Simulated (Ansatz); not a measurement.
Single-point calculation, with input and output: Ti (part 1 of 2)

The run: single-point calculation of Ti (slab, 16 atoms in the cell). Method and program: DFT PBE+D3(BJ), scalar-relativistic, plane waves, PAW, no spin polarisation (Ansatz 0.2.0).

The structure derives from an entry of the Crystallography Open Database. It belongs to a series of runs on one base structure; here: the slab at its places in the relaxed adsorbed structure. Figures and captions count atoms from 1; the log counts them from 0 in places.

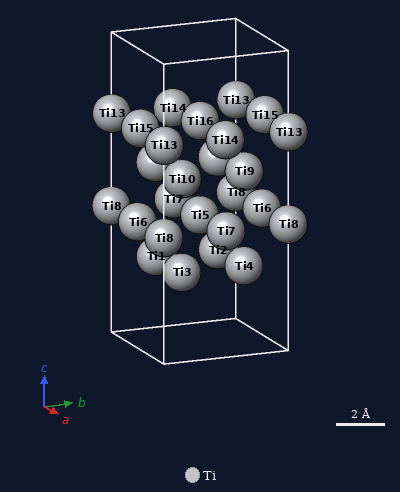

*The structure (spheres-only view of the cell of the calculation, with the vacuum cut short, seen slightly off an axis; atoms are numbered from 1 in the order of the input). An atom can appear more than once, as a periodic image.*

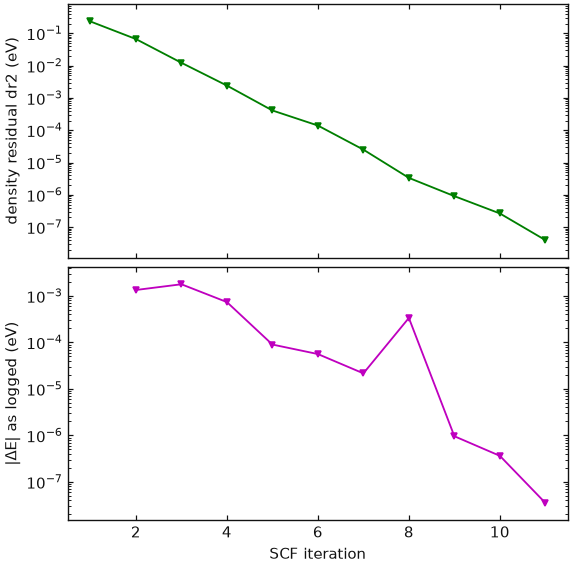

*Convergence of the self-consistent field: density residual dr2 and size of the energy change against the SCF iteration.*

The residual falls at every step.

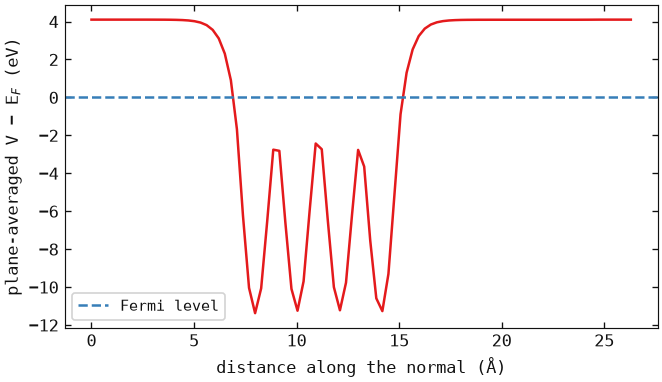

*Plane average of the electrostatic potential energy of an electron across the cell, from the Fermi level.*

The vacuum level lies 4.09 eV above the Fermi level.

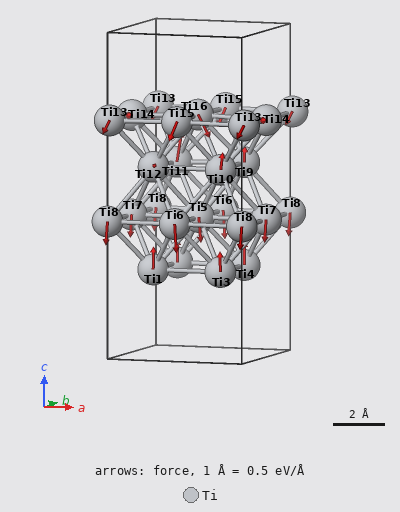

*Forces on the atoms as red arrows (ball-and-stick view of the cell of the calculation, with the vacuum cut short, seen slightly off an axis; atoms are numbered from 1 in the order of the input).*

The largest act on Ti11 (0.64 eV/Å); Ti6 (0.59 eV/Å); Ti16 (0.55 eV/Å); Ti5 (0.52 eV/Å), among others. The geometry is not a stationary point of this energy.

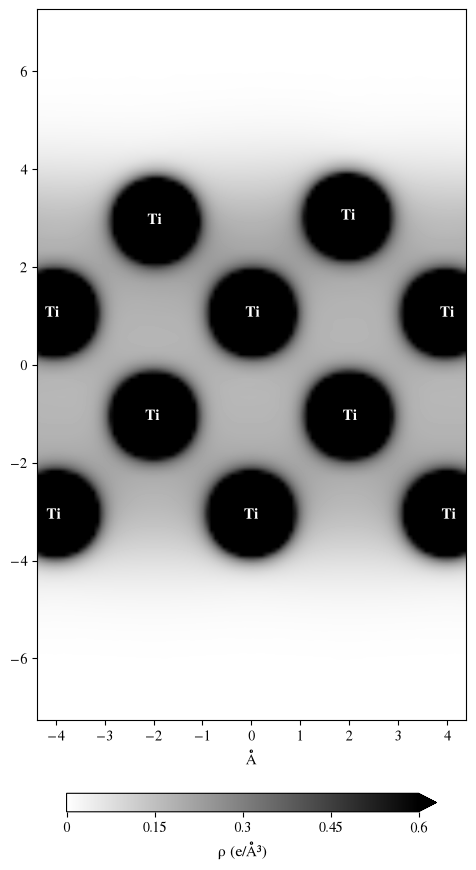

*Valence charge density (pseudo) on the (110) plane of the calculation cell, a cut from vacuum to vacuum.*

Ti–Ti (2.76 Å): ρ is about 0.23 e/Å³ halfway. Ti–Ti (2.83 Å): ρ is about 0.21 e/Å³ halfway. Ti–Ti (2.86 Å): ρ at the midpoint is about 0.21 e/Å³. Ti–Ti (2.90 Å): ρ at the midpoint is about 0.19 e/Å³. Ti–Ti (2.90 Å): the density is about 0.19 e/Å³ at the midpoint. The density dies away to nearly zero in the vacuum. The fields are those of the smooth PAW valence density.

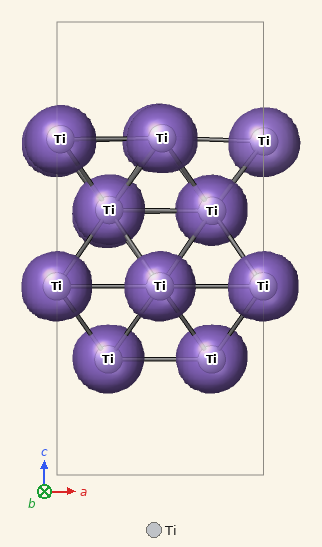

*Isosurface of the valence pseudo-density at 0.4 e/Å³ (purple), seen along the b axis. Sticks mark near contacts.*

At this value the density breaks into separate islands; it holds about 75 % of the electrons treated as valence (semicore included). It is pinched off along the Ti–Ti (2.76 Å), Ti–Ti (2.80 Å), Ti–Ti (2.85 Å) and Ti–Ti (2.89 Å) contacts. On the grid the lowest density along these lines, outside the cores, is 0.23 e/Å³ (Ti–Ti, 2.76 Å), 0.22 e/Å³ (Ti–Ti, 2.80 Å), 0.2 e/Å³ (Ti–Ti, 2.85 Å) and 0.21 e/Å³ (Ti–Ti, 2.89 Å).

These pictures come from the run below.

### The input
```yaml
crystal:
  lattice:
    - [5.7102790045, 0.0, 0.0]
    - [0.0, 5.7102790045, 0.0]
    - [0.0, 0.0, 26.5916655098]
  atoms:
    - { symbol: Ti, position: [0.25, 0.25, 0.3008461428] }
    - { symbol: Ti, position: [0.25, 0.75, 0.3008461428] }
    - { symbol: Ti, position: [0.75, 0.25, 0.3008461428] }
    - { symbol: Ti, position: [0.75, 0.75, 0.3008461428] }
    - { symbol: Ti, position: [0.5, 0.5, 0.3767679952] }
    - { symbol: Ti, position: [0.5, 0.0, 0.3767679952] }
    - { symbol: Ti, position: [0.0, 0.5, 0.3767679952] }
    - { symbol: Ti, position: [0.0, 0.0, 0.3767679952] }
    - { symbol: Ti, position: [0.746220122, 0.7542584704, 0.4561181776] }
    - { symbol: Ti, position: [0.7523364872, 0.2518617209, 0.4553061282] }
    - { symbol: Ti, position: [0.2464161186, 0.7496502096, 0.453044057] }
    - { symbol: Ti, position: [0.253868063, 0.2466852645, 0.4561571888] }
    - { symbol: Ti, position: [0.0174465861, -0.0035990677, 0.5298090223] }
    - { symbol: Ti, position: [0.003745118, 0.4926690418, 0.5273937] }
    - { symbol: Ti, position: [0.5103207526, 0.0193012845, 0.5307672879] }
    - { symbol: Ti, position: [0.4912910944, 0.5078672803, 0.5314286257] }
basis:
  ecutwfc: 420
kpoints:
  mp_grid: { grid: [4, 4, 1] }
hamiltonian:
  xc: pbe
  dispersion: d3bj
scf:
  occupations: { method: gaussian, width: 0.1 }
output:
  forces: true
  eigenvalues: true
  write_density: true
  volumetric_format: npy
efield:
  axis: 3
  dipole_correction: true
  ramp_width: 0.04
```

Command:
```bash
ansatz run input.yaml --threads 4 --pin off --max-ram 10240MiB --backend cpu --events-out ev --progress --plain --runs-dir out
```

### Output
```
Engine: ansatz 0.2.0, aarch64-unknown-linux-gnu
Pseudopotentials: kind: paw
Pseudopotential: Ti, paw, valence charge 12, recommended cutoff 420 eV (normal), Ti.paw.azcp
Functional definition: PBE
  parameter kappa = 0.804
  parameter beta = 0.06672455060314922
  exchange = pbe_x(kappa = kappa, mu = beta*pi^2/3)
  correlation = pbe_c(beta = beta)
Crystal: 16 atoms, lattice volume = 867.082 Å³
Basis set: ecut = 420 eV, 17037 PW (Γ), exchange–correlation on 80×80×360 points (8 copies of the dense FFT grid, shifted against one another)
Bands: 116, of which v1, the nominal top of the filled ones, is band 96 counted from 1 (95 counted from 0)
Symmetry: 1 space group operations
Space group: P1 (ITA 1), of the structure as read, at distance tolerance 9.5e-5 Å
k-points: 10 of 16 (time reversal used)
Non-local potential: Ti, projectors of the file, l = 0: 3, l = 1: 2, l = 2: 3, l = 3: 1
PAW form: soft (Blöchl's): semilocal exchange-correlation on the pseudo side does not see the compensation charge
PAW one-centre angular grid: Ti, 590 points (default); XC on 64 Gauss nodes
Initial density: superposition of atomic densities (neutral atoms: chi_scale 0, normalization atom), corrected by the library's trained network
Initial wavefunctions: pseudopotential atomic-orbital guess
Functional: x = pbe(κ = 0.804, μ = 0.2195149727645171), c = pbe(β = 0.06672455060314922)
```
